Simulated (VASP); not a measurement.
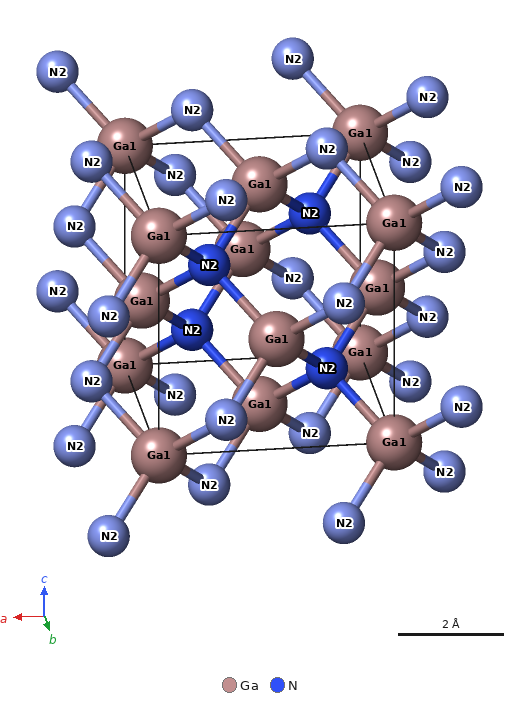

The structure as given in the input (ball-and-stick view of the cell 4 times as large as that of the calculation, set on its symmetry axes, seen at an oblique angle; neighbours outside the cell are drawn fainter; atoms are numbered from 1 in the order of the input).

# GaN: one change and its effect

System: GaN (F-43m, 2 atoms in the cell).
Method of the first run: DFT, LDA, plane waves, PAW (VASP 6.6.1).

The structure was built on a prototype by a generator. The geometry comes from this level: PBE. 

### INCAR, the first run
```
ENCUT = 600.000000
SIGMA = 0.020000
EDIFF = 1.00e-07
EDIFFG = -5.00e-03
GGA = CA
PREC = Accurate
IBRION = 2
ISIF = 3
ISMEAR = -1
NBANDS = 16
NELM = 120
NSW = 40
LASPH = .TRUE.
LCHARG = .FALSE.
LWAVE = .FALSE.
LREAL = .FALSE.
```

### KPOINTS, the first run
```
KPOINTS created by Atomic Simulation Environment
0
Gamma
8 8 8
0 0 0
```

### POSCAR, the first run
```
Ga N
 1.0000000000000000
     0.0000000000000000    2.2741788659219644    2.2741788659219644
     2.2741788659219644    0.0000000000000000    2.2741788659219644
     2.2741788659219644    2.2741788659219644    0.0000000000000000
 Ga  N
   1   1
Cartesian
  0.0000000000000000  0.0000000000000000  0.0000000000000000
  1.1370894329609822  1.1370894329609822  1.1370894329609822
```

Command:
```bash
mpirun -np 1 vasp_std
```

Hardware: 1 CPU thread, shared host.

### OSZICAR and lines of OUTCAR (the first run)
```
N       E                     dE             d eps       ncg     rms          rms(c)
DAV:   1     0.802291708789E+02    0.80229E+02   -0.10218E+04  1080   0.221E+03
DAV:   2    -0.102344163157E+02   -0.90464E+02   -0.85098E+02  1024   0.344E+02
DAV:   3    -0.159593512713E+02   -0.57249E+01   -0.57060E+01  1144   0.702E+01
DAV:   4    -0.160133495667E+02   -0.53998E-01   -0.53994E-01  1088   0.716E+00
DAV:   5    -0.160140660599E+02   -0.71649E-03   -0.71648E-03  1128   0.810E-01    0.759E+00
DAV:   6    -0.140009746613E+02    0.20131E+01   -0.49571E+00  1384   0.413E+01    0.266E+00
DAV:   7    -0.139723283307E+02    0.28646E-01   -0.25503E-01  1048   0.607E+00    0.168E+00
DAV:   8    -0.139474158239E+02    0.24913E-01   -0.68393E-02  1120   0.276E+00    0.695E-01
DAV:   9    -0.139441719454E+02    0.32439E-02   -0.11242E-02  1248   0.226E+00    0.200E-01
DAV:  10    -0.139442606849E+02   -0.88739E-04   -0.14358E-03  1216   0.509E-01    0.839E-02
DAV:  11    -0.139441829653E+02    0.77720E-04   -0.22087E-04  1384   0.260E-01    0.111E-02
DAV:  12    -0.139441850946E+02   -0.21293E-05   -0.18253E-05  1064   0.406E-02    0.201E-03
DAV:  13    -0.139441850604E+02    0.34162E-07   -0.45162E-07  1336   0.140E-02
   1 F= -.13944185E+02 E0= -.13944185E+02  d E =-.139442E+02
[... from OUTCAR:]
   NELECT =      18.0000    total number of electrons
 E-fermi :   5.8661
  free  energy   TOTEN  =       -13.9441850604 eV
  energy  without entropy=      -13.9441850604  energy(sigma->0) =      -13.94418506
```

For the second run the input was changed thus:
```diff
-GGA = CA
+GGA = PS
```

What does this change do to the results?

The total energies belong to different methods, so their difference says nothing on which is more stable or more accurate. The volume per atom goes from 11.11 to 11.35 Å³. The functional changes from LDA to PBEsol. The number of SCF iterations is the same.

### OSZICAR and lines of OUTCAR (the second run)
```
N       E                     dE             d eps       ncg     rms          rms(c)
DAV:   1     0.843626926551E+02    0.84363E+02   -0.10059E+04  1024   0.218E+03
DAV:   2    -0.866927772140E+01   -0.93032E+02   -0.85461E+02  1080   0.341E+02
DAV:   3    -0.148652792573E+02   -0.61960E+01   -0.61650E+01  1056   0.756E+01
DAV:   4    -0.149436405341E+02   -0.78361E-01   -0.78351E-01  1208   0.891E+00
DAV:   5    -0.149446042971E+02   -0.96376E-03   -0.96376E-03  1080   0.903E-01    0.722E+00
DAV:   6    -0.131538415171E+02    0.17908E+01   -0.42645E+00  1424   0.399E+01    0.264E+00
DAV:   7    -0.131433327270E+02    0.10509E-01   -0.28013E-01   976   0.576E+00    0.168E+00
DAV:   8    -0.131268855627E+02    0.16447E-01   -0.51592E-02  1200   0.270E+00    0.663E-01
DAV:   9    -0.131237579911E+02    0.31276E-02   -0.11769E-02  1376   0.239E+00    0.167E-01
DAV:  10    -0.131238592802E+02   -0.10129E-03   -0.11798E-03  1176   0.498E-01    0.716E-02
DAV:  11    -0.131238210107E+02    0.38269E-04   -0.14720E-04  1424   0.192E-01    0.793E-03
DAV:  12    -0.131238231041E+02   -0.20934E-05   -0.13280E-05  1072   0.451E-02    0.488E-03
DAV:  13    -0.131238230393E+02    0.64786E-07   -0.50325E-07  1144   0.983E-03
   1 F= -.13123823E+02 E0= -.13123823E+02  d E =-.131238E+02
[... from OUTCAR:]
   NELECT =      18.0000    total number of electrons
 E-fermi :   5.6788
  free  energy   TOTEN  =       -13.1238230393 eV
  energy  without entropy=      -13.1238230393  energy(sigma->0) =      -13.12382304
```

### The two runs side by side

| quantity | the first run | the second run |
| --- | --- | --- |
| outcome | converged | converged |
| free energy per atom (eV) | −6.9721 | −6.5619 |
| pressure (GPa) | 0.03 | −0.03 |
| volume per atom (Å³) | 11.11 | 11.35 |
| largest force (eV/Å) | 0.000 | 0.000 |
| SCF iterations | 13 | 13 |
| irreducible k-points | 29 | 29 |

For the first run: The volume changed by more than 5 % on the plane waves of the start, so the result carries a basis error; a second relaxation from the end is advised.
